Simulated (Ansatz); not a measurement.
```
P
1.0
     6.64505    0.00000    0.00000
     0.00000    8.33373    0.00000
     0.00000    0.00000   23.27275
P
16
Direct
  0.25000 0.46405 0.34375
  0.25000 0.96405 0.34375
  0.75000 0.46405 0.34375
  0.75000 0.96405 0.34375
  0.50000 0.28595 0.34375
  0.50000 0.78595 0.34375
  0.00000 0.28595 0.34375
  0.00000 0.78595 0.34375
  0.75025 0.03594 0.43609
  0.75044 0.53657 0.43626
  0.25020 0.03689 0.43593
  0.24945 0.53621 0.43631
  0.50046 0.21366 0.43594
  0.49977 0.71293 0.43601
  0.99977 0.21386 0.43641
  0.00008 0.71442 0.43635
```

Theory: Ansatz, DFT PBE+D3(BJ), scalar-relativistic, plane waves, PAW.

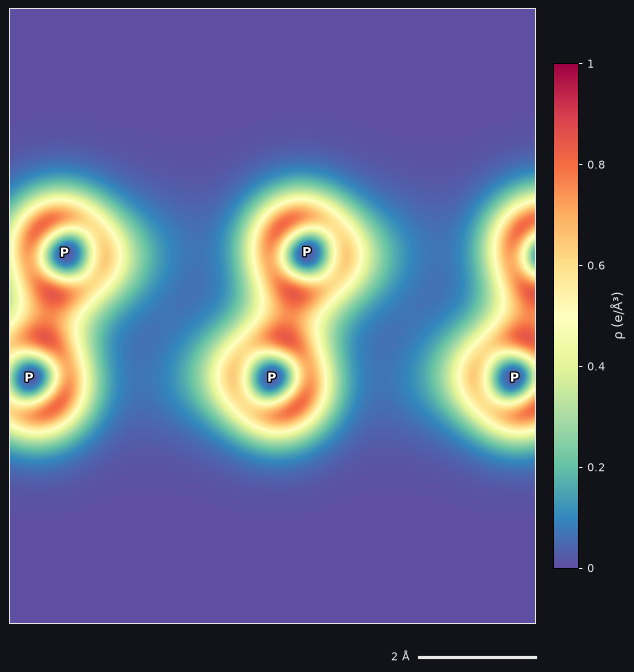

P (slab). Valence electron density on the (100) plane of the calculation cell, a cut from vacuum to vacuum.

The density is the valence pseudo-density of a PAW calculation; it isn't the true density close to the nuclei.

> What do the fields say about this system?

The plane passes through P nuclei.
P–P (2.24 Å): ρ at the midpoint is about 0.75 e/Å³.
The density dies away to nearly zero in the vacuum.

> Does the calculation make it a metal, or give it a gap?

It is gapped, with a Kohn–Sham gap of 0.31 eV on the k-point mesh, an upper bound to the gap of this method.
